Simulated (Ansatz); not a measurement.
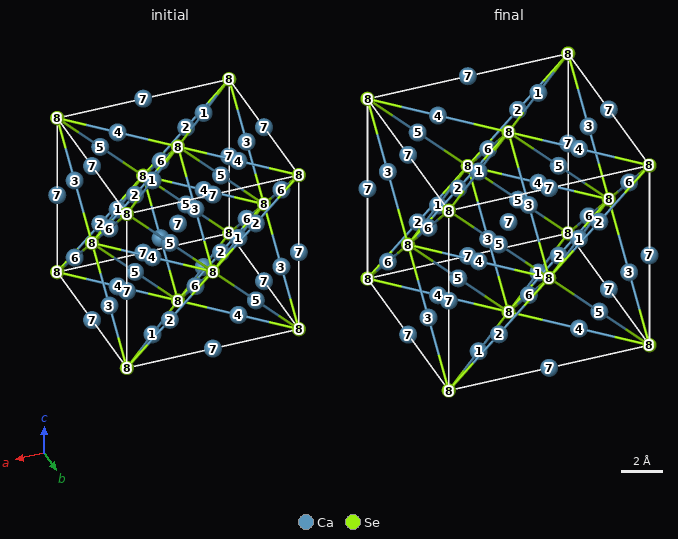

The structure of a crystal of Ca7Se (a generated structure, set up in Fm-3m) (coarse preliminary run) before (left) and after (right) a relaxation, at one scale.

A ball-and-stick model of the conventional cell (4 times the calculation's cell), seen from a free direction. Lengths and directions refer to the drawn axes.

Computed with Ansatz 0.2.0, DFT PBE, scalar-relativistic, plane waves, PAW. (plane-wave cutoff 420 eV; k-point mesh 4 × 4 × 4; occupations gaussian; smearing width 0.1 eV; no spin polarisation; cell and atoms relaxed; force threshold 0.04 eV/Å; at most 70 steps)

**Describe what moved and what it gained.**

After 5 accepted moves (7 points after the start) the energy has fallen by 603 meV per atom. All forces vanish by symmetry, so only the cell relaxes. Pressure: 19.14 GPa at the start and 0.11 GPa at the end. The SCF was repeated twice at an unchanged geometry on a basis and grid sized afresh for the cell, which shifted the energy by 8.4 meV per atom at most. No atom moves by more than 0.005 Å relative to the cell. The volume changes by +59.0 %, with a = b = c 9.075 → 10.592 Å (+16.7 %). Near-neighbour distances that change, for instance: Ca1–Ca2 3.209 → 3.745 Å, Ca1–Se8 3.209 → 3.745 Å. The space group stays Fm-3m (No. 225).
